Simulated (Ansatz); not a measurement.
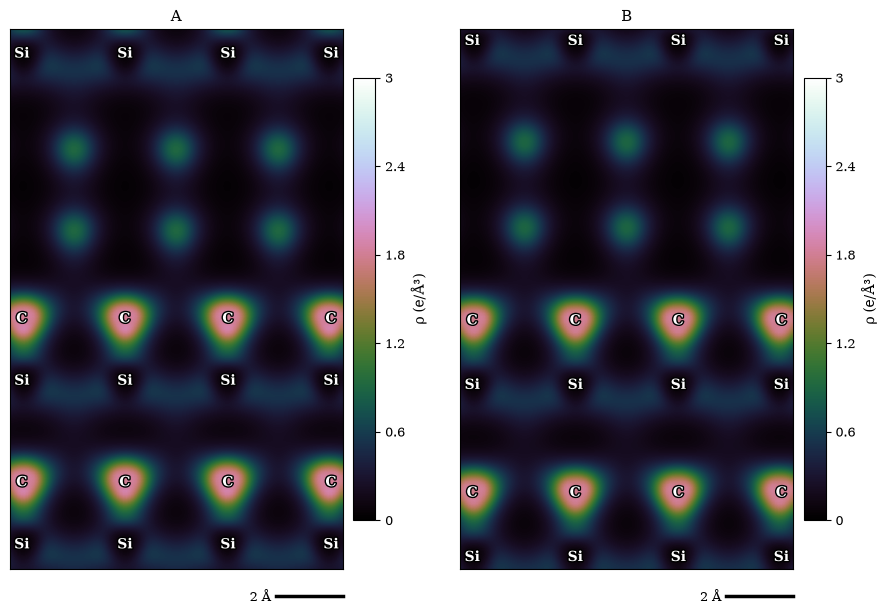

SiC. The valence pseudo-density of two cells that differ in size and shape, on the (100) plane of each (indices in the axes of the calculation cell), at one length scale and on one colour scale: B has 10.6 Å³ an atom and A 10.0.

Computed with DFT, PBE, plane-wave PAW, default files, scalar-relativistic in Ansatz.

In a PAW calculation such maps are meaningful between the atoms, not at the nuclei.

What changes from the larger cell to the smaller?

From the larger cell to the smaller, Si–C goes from 1.92 to 1.85 Å, and the density at its midpoint from 0.84 to 0.93 e/Å³; the pressure goes from −1.0 to 11 GPa; the Kohn–Sham gap goes from 1.9 eV to 1.8 eV.
